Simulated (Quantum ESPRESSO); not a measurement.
# CaO (Lime): from the cell to the phonon bands, part 3 of 5

How does CaO (Lime) vibrate, and is this structure a minimum?

Quantum ESPRESSO 7.5; DFT PBE, scalar-relativistic, plane waves, PseudoDojo norm-conserving pseudopotentials.

So far, highest frequency (cm⁻¹): step 7 (dispersion) 539.

**10. Check by a frozen phonon**

The atoms are moved along one mode, by 0.015 Å at most in any Cartesian component, and the restoring forces give its frequency without the response code: a check of the response kernel of this functional.

Input file frozen.in:

```
&control
   calculation = 'scf'
   prefix = 'x'
   outdir = './tmp'
   pseudo_dir = './pseudo'
   tprnfor = .true.
/
&system
   ibrav = 2
   celldm(1) = 9.12098478
   nat = 2
   ntyp = 2
   ecutwfc = 92.0
   occupations = 'fixed'
   nbnd = 10
/
&electrons
   conv_thr = 1.0d-11
   mixing_beta = 0.7
   electron_maxstep = 100
/
ATOMIC_SPECIES
 Ca     40.0780  Ca.upf
 O      15.9990  O.upf
ATOMIC_POSITIONS crystal
 Ca     0.001240515  -0.001240515  -0.001240515
 O      0.496892233   0.503107767   0.503107767
K_POINTS automatic
 8 8 8 0 0 0
```

Run with:

```sh
$ OMP_NUM_THREADS=1 mpirun -n 4 pw.x -nk 4 -in frozen.in > frozen.out
```

Numbers of over 12 decimals in the logs are rounded to 6 here.

Log:

```text
[banners, grids, parts of the stress and lines that vanish by symmetry left out]
[banner, memory and clock lines left out]
Program PWSCF v.7.5

     G-vector sticks info

     bravais-lattice index     =            2
     lattice parameter (alat)  =       9.1210  a.u.
     unit-cell volume          =     189.6991 (a.u.)^3
     number of atoms/cell      =            2
     number of atomic types    =            2
     number of electrons       =        16.00
     number of Kohn-Sham states=           10
     kinetic-energy cutoff     =      92.0000  Ry
     charge density cutoff     =     368.0000  Ry
     scf convergence threshold =      1.0E-11
     mixing beta               =       0.7000
     number of iterations used =            8  plain     mixing
     Exchange-correlation= PBE
                           (   1   4   3   4   0   0   0)

     celldm(1)=   9.120985  celldm(2)=   0.000000  celldm(3)=   0.000000
     celldm(4)=   0.000000  celldm(5)=   0.000000  celldm(6)=   0.000000

     crystal axes: (cart. coord. in units of alat)
               a(1) = (  -0.500000   0.000000   0.500000 )
               a(2) = (   0.000000   0.500000   0.500000 )
               a(3) = (  -0.500000   0.500000   0.000000 )

     reciprocal axes: (cart. coord. in units 2 pi/alat)
               b(1) = ( -1.000000 -1.000000  1.000000 )
               b(2) = (  1.000000  1.000000  1.000000 )
               b(3) = ( -1.000000  1.000000 -1.000000 )

     PseudoPot. # 1 for Ca read from file:
     ./pseudo/Ca.upf
     Pseudo is Norm-conserving + core correction, Zval = 10.0
     Using radial grid of 1766 points,  6 beta functions with:
                l(1) =   0
                l(2) =   0
                l(3) =   1
                l(4) =   1
                l(5) =   2
                l(6) =   2

     PseudoPot. # 2 for O  read from file:
     ./pseudo/O.upf
     Pseudo is Norm-conserving + core correction, Zval =  6.0
     Using radial grid of  936 points,  5 beta functions with:
                l(1) =   0
                l(2) =   0
                l(3) =   1
                l(4) =   1
                l(5) =   2

     atomic species   valence    mass     pseudopotential
     Ca               10.00    40.07800     Ca( 1.00)
     O                 6.00    15.99900     O ( 1.00)

      8 Sym. Ops. (no inversion) found

   Cartesian axes

     site n.     atom                  positions (alat units)
         1        Ca     tau(   1) = (   0.0000000  -0.0012405   0.0000000  )
         2        O      tau(   2) = (  -0.5000000   0.5031078   0.5000000  )

     number of k points=    59
                       cart. coord. in units 2pi/alat
        k(    1) = (   0.0000000   0.0000000   0.0000000), wk =   0.0039062
        k(    2) = (  -0.1250000   0.1250000  -0.1250000), wk =   0.0312500
        k(    3) = (  -0.2500000   0.2500000  -0.2500000), wk =   0.0312500
        [... further k-points left out ...]

     Dense  grid:    22419 G-vectors     FFT dimensions: (  40,  40,  40)

     Initial potential from superposition of free atoms

     starting charge      15.9951, renormalised to      16.0000
     Starting wfcs are    9 randomized atomic wfcs +    1 random wfcs

     per-process dynamical memory:    23.8 Mb

     Self-consistent Calculation

     iteration #  1     ecut=    92.00 Ry     beta= 0.70
     Davidson diagonalization with overlap
     ethr =  1.00E-02,  avg # of iterations =  6.8

     total energy              =    -110.47904484 Ry
     estimated scf accuracy    <       0.54047164 Ry

     iteration #  2     ecut=    92.00 Ry     beta= 0.70
     Davidson diagonalization with overlap
     ethr =  3.38E-03,  avg # of iterations =  4.6

     total energy              =    -110.46743831 Ry
     estimated scf accuracy    <       1.60549452 Ry

     iteration #  3     ecut=    92.00 Ry     beta= 0.70
     Davidson diagonalization with overlap
     ethr =  3.38E-03,  avg # of iterations =  3.8

     total energy              =    -110.77112806 Ry
     estimated scf accuracy    <       0.00582681 Ry

     iteration #  4     ecut=    92.00 Ry     beta= 0.70
     Davidson diagonalization with overlap
     ethr =  3.64E-05,  avg # of iterations =  5.4

     total energy              =    -110.77399725 Ry
     estimated scf accuracy    <       0.00229522 Ry

     iteration #  5     ecut=    92.00 Ry     beta= 0.70
     Davidson diagonalization with overlap
     ethr =  1.43E-05,  avg # of iterations =  3.3

     total energy              =    -110.77446133 Ry
     estimated scf accuracy    <       0.00000220 Ry

     iteration #  6     ecut=    92.00 Ry     beta= 0.70
     Davidson diagonalization with overlap
     ethr =  1.38E-08,  avg # of iterations =  7.3

     total energy              =    -110.77448226 Ry
     estimated scf accuracy    <       0.00000845 Ry

     iteration #  7     ecut=    92.00 Ry     beta= 0.70
     Davidson diagonalization with overlap
     ethr =  1.38E-08,  avg # of iterations =  2.8

     total energy              =    -110.77448229 Ry
     estimated scf accuracy    <       0.00000098 Ry

     iteration #  8     ecut=    92.00 Ry     beta= 0.70
     Davidson diagonalization with overlap
     ethr =  6.12E-09,  avg # of iterations =  4.3

     total energy              =    -110.77448271 Ry
     estimated scf accuracy    <       0.00000123 Ry

     iteration #  9     ecut=    92.00 Ry     beta= 0.70
     Davidson diagonalization with overlap
     ethr =  6.12E-09,  avg # of iterations =  2.0

     total energy              =    -110.77448278 Ry
     estimated scf accuracy    <       0.00000012 Ry

     iteration # 10     ecut=    92.00 Ry     beta= 0.70
     Davidson diagonalization with overlap
     ethr =  7.55E-10,  avg # of iterations =  4.0

     total energy              =    -110.77448283 Ry
     estimated scf accuracy    <          8.9E-09 Ry

     iteration # 11     ecut=    92.00 Ry     beta= 0.70
     Davidson diagonalization with overlap
     ethr =  5.57E-11,  avg # of iterations =  2.1

     total energy              =    -110.77448283 Ry
     estimated scf accuracy    <          2.1E-09 Ry

     iteration # 12     ecut=    92.00 Ry     beta= 0.70
     Davidson diagonalization with overlap
     ethr =  1.31E-11,  avg # of iterations =  2.8

     total energy              =    -110.77448283 Ry
     estimated scf accuracy    <          3.7E-10 Ry

     iteration # 13     ecut=    92.00 Ry     beta= 0.70
     Davidson diagonalization with overlap
     ethr =  2.34E-12,  avg # of iterations =  4.0

     End of self-consistent calculation

          k = 0.0000 0.0000 0.0000 (  2741 PWs)   bands (ev):

   -30.0565 -10.8232 -10.8228 -10.8228  -7.7949   7.6506   7.6507   7.6507
    12.2975  13.8601

          k =-0.1250 0.1250-0.1250 (  2800 PWs)   bands (ev):

   -30.0426 -11.0166 -10.8306 -10.8305  -7.5908   7.1256   7.4481   7.4490
    12.9742  13.8183

     [... levels at further k-points left out ...]

     highest occupied, lowest unoccupied level (ev):     7.6507   11.3159

!    total energy              =    -110.77448283 Ry
     estimated scf accuracy    <          8.5E-13 Ry

     The total energy is the sum of the following terms:
     one-electron contribution =     -25.69265135 Ry
     hartree contribution      =      20.84863736 Ry
     xc contribution           =     -23.23214251 Ry
     ewald contribution        =     -82.69832632 Ry

     convergence has been achieved in  13 iterations

     Forces acting on atoms (cartesian axes, Ry/au):

     atom    1 type  1   force =     0.00000000    0.00224828    0.00000000
     atom    2 type  2   force =     0.00000000   -0.00224828    0.00000000

     Total force =     0.003180     Total SCF correction =     0.000000

     XML data file, charge density, pseudopotentials, collected wavefunctions
```

Elapsed: 8.7 s, on 4 MPI ranks of Arm Neoverse V2, shared host.

Numbers from this step:

* gap on the k-mesh: 3.665 eV
* frequency from the forces: 255.9 cm⁻¹
* frequency from linear response: 255.4 cm⁻¹

The forces give 255.9 cm⁻¹ against 255.4 cm⁻¹ from linear response after the sum rule.

**11. Sum rules set otherwise (asr no)**

Without the rule the raw error of the acoustic modes shows.

Input file dynmat.in:

```
&input
   fildyn = 'x.dyn1'
   asr = 'no'
   fileig = 'dynmat.eig'
   lperm = .true.
/
```

Run with:

```sh
$ dynmat.x -in dynmat.in > dynmat.out
```

Log:

```text
[banner, memory and clock lines left out]
Program DYNMAT v.7.5

     Reading Dynamical Matrix from file x.dyn1
     ...Force constants read
     ...epsilon and Z* read
     A direction for q was not specified:TO-LO splitting will be absent

     Polarizability (A^3 units)
     multiply by 0.519700 for Clausius-Mossotti correction
         6.202127    0.000000    0.000000
        -0.000000    6.202127    0.000000
         0.000000    0.000000    6.202127

     IR activities are in (D/A)^2/amu units

# mode   [cm-1]    [THz]      IR
    1      6.89    0.2065    0.0000
    2      6.89    0.2065    0.0000
    3      6.89    0.2065    0.0000
    4    255.64    7.6639   11.1803
    5    255.64    7.6639   11.1803
    6    255.64    7.6639   11.1803

Electronic dielectric permittivity tensor (relative, adimensional)
         3.772566    0.000000    0.000000
        -0.000000    3.772566    0.000000
         0.000000    0.000000    3.772566

 ... with zone-center polar mode contributions
        16.752775    0.000000   -0.000000
         0.000000   16.752775    0.000000
        -0.000000    0.000000   16.752775
```

It took 0.45 s on 1 thread.

Read from the output:

* highest optical zone-centre mode (no LO-TO term): 255.6 cm⁻¹
* lowest optical zone-centre mode: 255.6 cm⁻¹
* mean static dielectric constant: 16.75

Zone-centre frequencies as printed; negative means imaginary. Modes:

| mode | frequency (cm⁻¹) |
| --- | --- |
| 1 | 6.89 |
| 2 | 6.89 |
| 3 | 6.89 |
| 4 | 255.6 |
| 5 | 255.6 |
| 6 | 255.6 |

Against the first rule no mode moves by more than 6.9 cm⁻¹.

**12. Sum rules set otherwise: a sum rule for molecules or wires on a crystal**

This rule also removes rotations, which suits wires and not a crystal; it is tried to see the harm.

Input file dynmat.in:

```
&input
   fildyn = 'x.dyn1'
   asr = 'one-dim'
   fileig = 'dynmat.eig'
   lperm = .true.
/
```

Run with:

```sh
$ dynmat.x -in dynmat.in > dynmat.out
```

Log:

```text
[banner, memory and clock lines left out]
Program DYNMAT v.7.5

     Reading Dynamical Matrix from file x.dyn1
     ...Force constants read
     ...epsilon and Z* read
asr rotation axis in 1D system=    3
     Acoustic Sum Rule: || Z*(ASR) - Z*(orig)|| =    3.329086E+00
     Acoustic Sum Rule: ||dyn(ASR) - dyn(orig)||=    1.129755E-01
     A direction for q was not specified:TO-LO splitting will be absent

     Polarizability (A^3 units)
     multiply by 0.519700 for Clausius-Mossotti correction
         6.202127    0.000000    0.000000
        -0.000000    6.202127    0.000000
         0.000000    0.000000    6.202127

     IR activities are in (D/A)^2/amu units

# mode   [cm-1]    [THz]      IR
    1     -0.00   -0.0000    0.0000
    2      0.00    0.0000    0.0000
    3      0.00    0.0000    0.0000
    4      0.00    0.0000    0.0000
    5    255.48    7.6591   11.1808
    6    255.48    7.6591   11.1808

Electronic dielectric permittivity tensor (relative, adimensional)
         3.772566    0.000000    0.000000
        -0.000000    3.772566    0.000000
         0.000000    0.000000    3.772566

 ... with zone-center polar mode contributions
        10.271067   -6.498500    0.000000
        -6.498500   10.271067    0.000000
         0.000000    0.000000   16.769567
```

The job ended after 0.45 s (1 thread).

The run ended normally, but on settings that are not sound.

The fault: a sum rule for molecules or wires on a crystal; 1 optical mode is projected out to zero frequency, as if it were a rotation, and the static dielectric tensor is spoilt.

For a crystal the rule has to be 'simple' or 'crystal'.

Zone-centre frequencies as printed; negative means imaginary. Modes:

| mode | frequency (cm⁻¹) |
| --- | --- |
| 1 | 0 |
| 2 | 0 |
| 3 | 0 |
| 4 | 0 |
| 5 | 255.5 |
| 6 | 255.5 |

**13. Modes along a direction of q (1 0 0)**

A longitudinal polar mode sets up a macroscopic field that stiffens it; the term hangs on the direction from which q goes to zero.

Input file dynmat.in:

```
&input
   fildyn = 'x.dyn1'
   asr = 'simple'
   fileig = 'dynmat.eig'
   q(1) = 1.0
   q(2) = 0.0
   q(3) = 0.0
/
```

Run with:

```sh
$ dynmat.x -in dynmat.in > dynmat.out
```

Log:

```text
[banner, memory and clock lines left out]
Program DYNMAT v.7.5

     Reading Dynamical Matrix from file x.dyn1
     ...Force constants read
     ...epsilon and Z* read

     Polarizability (A^3 units)
     multiply by 0.519700 for Clausius-Mossotti correction
         6.202127    0.000000    0.000000
        -0.000000    6.202127    0.000000
         0.000000    0.000000    6.202127

     IR activities are in (D/A)^2/amu units

# mode   [cm-1]    [THz]      IR
    1     -0.00   -0.0000    0.0000
    2      0.00    0.0000    0.0000
    3      0.00    0.0000    0.0000
    4    255.37    7.6557   11.1808
    5    255.37    7.6557   11.1808
    6    538.59   16.1465   11.1808
```

Wall time 0.45 s (1 thread).

Numbers from this step:

- highest mode moved by the LO-TO term: 538.6 cm⁻¹

Zone-centre frequencies as printed; negative means imaginary. Modes:

| mode | frequency (cm⁻¹) |
| --- | --- |
| 1 | 0 |
| 2 | 0 |
| 3 | 0 |
| 4 | 255.4 |
| 5 | 255.4 |
| 6 | 538.6 |

The field moves one mode, from 255 to 539 cm⁻¹; the others stay.

**14. The dispersion under another sum rule (asr crystal)**

The sum rule corrects the force constants themselves, so it can shift branches at any wavevector, low ones most.

Input file matdyn.in:

```
&input
   asr = 'crystal'
   flfrc = 'x.fc'
   flfrq = 'x.freq'
   flvec = 'x.modes'
   q_in_band_form = .true.
   q_in_cryst_coord = .true.
/
8
  0.0000000   0.0000000   0.0000000   8  ! GAMMA
 -0.0000000   0.5000000   0.5000000   8  ! X
 -0.0000000   0.6250000   0.3750000   1  ! U
 -0.3750000   0.3750000   0.0000000   8  ! K
  0.0000000   0.0000000   0.0000000   8  ! GAMMA
 -0.0000000   0.5000000   0.0000000   8  ! L
 -0.2500000   0.5000000   0.2500000   8  ! W
 -0.0000000   0.5000000   0.5000000   1  ! X
```

Run with:

```sh
$ matdyn.x -in matdyn.in > matdyn.out
```

Log:

```text
[banner, memory and clock lines left out]
Program MATDYN v.7.5

 mass for atomic type   1 not given; uses mass from file x.fc
 mass for atomic type   2 not given; uses mass from file x.fc
 Norm of the difference between old and new effective charges:    9.966e-17

 Norm of the difference between old and new force-constants:   4.87379e-05
```

Wall time 0.47 s (1 thread).

At the labelled points the branches move by no more than 0.5 cm⁻¹.

**15. A changed mass**

Force constants don't depend on the masses, so an isotope effect costs no new response.

Input file matdyn.in:

```
&input
   asr = 'simple'
   flfrc = 'x.fc'
   flfrq = 'x.freq'
   flvec = 'x.modes'
   q_in_band_form = .true.
   q_in_cryst_coord = .true.
   amass(1) = 40.078
   amass(2) = 31.998
/
8
  0.0000000   0.0000000   0.0000000   8  ! GAMMA
 -0.0000000   0.5000000   0.5000000   8  ! X
 -0.0000000   0.6250000   0.3750000   1  ! U
 -0.3750000   0.3750000   0.0000000   8  ! K
  0.0000000   0.0000000   0.0000000   8  ! GAMMA
 -0.0000000   0.5000000   0.0000000   8  ! L
 -0.2500000   0.5000000   0.2500000   8  ! W
 -0.0000000   0.5000000   0.5000000   1  ! X
```

Run with:

```sh
$ matdyn.x -in matdyn.in > matdyn.out
```

Log:

```text
[banner, memory and clock lines left out]
Program MATDYN v.7.5
```

Wall time 0.47 s (1 thread).

Matdyn.x, sum rule simple. Phonon branches along the path, in cm⁻¹:

| point | branch 1 | branch 2 | branch 3 | branch 4 | branch 5 | branch 6 |
| --- | --- | --- | --- | --- | --- | --- |
| Γ | 0 | 0 | 0 | 205 | 205 | 432 |
| X | 179 | 179 | 221 | 221 | 243 | 310 |
| U | 190 | 210 | 237 | 255 | 264 | 282 |
| jump to K | 190 | 210 | 237 | 255 | 264 | 282 |
| Γ | 0 | 0 | 0 | 205 | 205 | 432 |
| L | 168 | 168 | 206 | 206 | 326 | 363 |
| W | 230 | 232 | 232 | 244 | 257 | 257 |
| X | 179 | 179 | 221 | 221 | 243 | 310 |

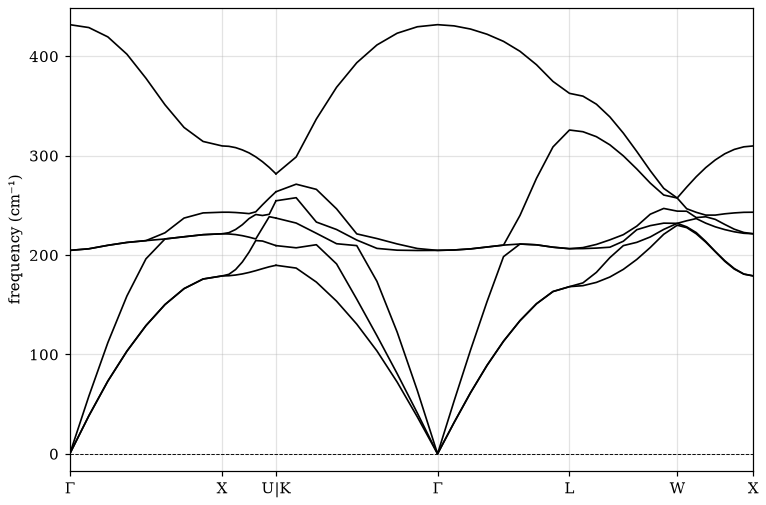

Phonon branches along the path.

The top of the path falls from 539 to 432 cm⁻¹, a ratio of 0.80; a mode of that atom alone would give 0.71.

**16. Ground state, volume × 0.97**

Bonds stiffen under compression, so frequencies follow the volume; the atoms are not relaxed anew.

Input file scf.in:

```
&control
   calculation = 'scf'
   prefix = 'x'
   outdir = './tmp'
   pseudo_dir = './pseudo'
   tprnfor = .true.
   tstress = .true.
/
&system
   ibrav = 2
   celldm(1) = 9.02884732
   nat = 2
   ntyp = 2
   ecutwfc = 92.0
   occupations = 'fixed'
   nbnd = 10
/
&electrons
   conv_thr = 1.0d-12
   mixing_beta = 0.7
   electron_maxstep = 100
/
ATOMIC_SPECIES
 Ca     40.0780  Ca.upf
 O      15.9990  O.upf
ATOMIC_POSITIONS crystal
 Ca     0.000000000   0.000000000   0.000000000
 O      0.500000000   0.500000000   0.500000000
K_POINTS automatic
 8 8 8 0 0 0
```

Run with:

```sh
$ OMP_NUM_THREADS=1 mpirun -n 4 pw.x -nk 4 -in scf.in > scf.out
```

Log:

```text
[banners, grids, parts of the stress and lines that vanish by symmetry left out]
[banner, memory and clock lines left out]
Program PWSCF v.7.5

[...]
kinetic-energy cutoff     =      92.0000  Ry
     charge density cutoff     =     368.0000  Ry
     scf convergence threshold =      1.0E-12
[...]
Exchange-correlation= PBE
                           (   1   4   3   4   0   0   0)
[...]
48 Sym. Ops., with inversion, found
[...]
number of k points=    29
[...]
End of self-consistent calculation
[...]
highest occupied, lowest unoccupied level (ev):     7.9911   11.6475
!    total energy              =    -110.77387915 Ry
[...]
convergence has been achieved in  15 iterations
[...]
atom    1 type  1   force =     0.00000000    0.00000000    0.00000000
     atom    2 type  2   force =     0.00000000    0.00000000    0.00000000
     Total force =     0.000000     Total SCF correction =     0.000000
[...]
total   stress  (Ry/bohr**3)                   (kbar)     P=       34.35
[...]
XML data file, charge density, pseudopotentials, collected wavefunctions
```

Run time: 5.8 s. Hardware: 4 MPI ranks; 23 s of CPU time.

Numbers from this step:

| Property | Result |
| --- | --- |
| volume per atom | 13.63 Å³ |
| pressure | 3.435 GPa |
| gap on the k-mesh | 3.656 eV |

(Continued in part 4 of 5.)

[Host names and launcher messages were left out of these logs when they were recorded.]

[Logs are printed without paths, hosts, clocks, repeated set-up lines and the standing remarks that a program may print on its own settings, such as how far it seeks lower states.]

[Hosts, paths, dates, database ids (printed as entryN), source tags and the programs' standing remarks are cut or masked in the printed files.]
